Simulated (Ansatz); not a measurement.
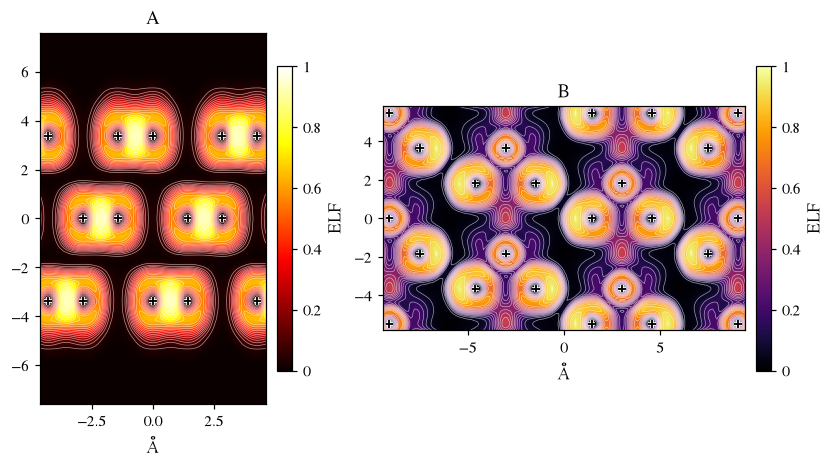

The electron localisation function of 2 systems, each on a plane through atoms (crosses mark nuclei in the plane).

All numbers below come from DFT PBE+D3(BJ), scalar-relativistic, plane waves, PAW (Ansatz).

System 1: C (slab), the (11̄0) plane of the calculation cell, a cut from vacuum to vacuum. 

```xyz
6
Lattice="2.4649 0.0000 0.0000 1.2325 2.1347 0.0000 0.0000 0.0000 23.7487" Properties=species:S:1:pos:R:3 pbc="T T T"
C     0.6124    0.3535    8.4999
C     1.8449    1.0651    8.5008
C     1.8410    1.0629   11.8739
C     3.0735    1.7745   11.8748
C     3.0696    1.7722   15.2478
C     0.6047    0.3491   15.2488
```

System 2: WS$_{2}$, the (110) plane of the conventional cell. Space group R3m.

```
W S
1.0
     3.15720    0.00000    0.00000
    -1.57860    2.73422    0.00000
     0.00000    0.00000   18.11792
W S
3 6
Direct
  0.66667 0.33333 0.33268
  0.33333 0.66667 0.66601
  0.00000 0.00000 0.99934
  0.66667 0.33333 0.08611
  0.33333 0.66667 0.41944
  0.00000 0.00000 0.75278
  0.33333 0.66667 0.24584
  0.00000 0.00000 0.57918
  0.66667 0.33333 0.91251
```

> Which map belongs to which system?

Panel A is system 1, C: the plane holds C. C–C (1.42 Å): the ELF peaks at about 0.95 between the atoms; a covalent bond. Panel B is system 2, WS$_{2}$: the plane holds W and S. W–S (2.41 Å): the ELF peaks at about 0.85 in the valence shell of S, 0.8 Å from its nucleus, and is about 0.50 at the midpoint.
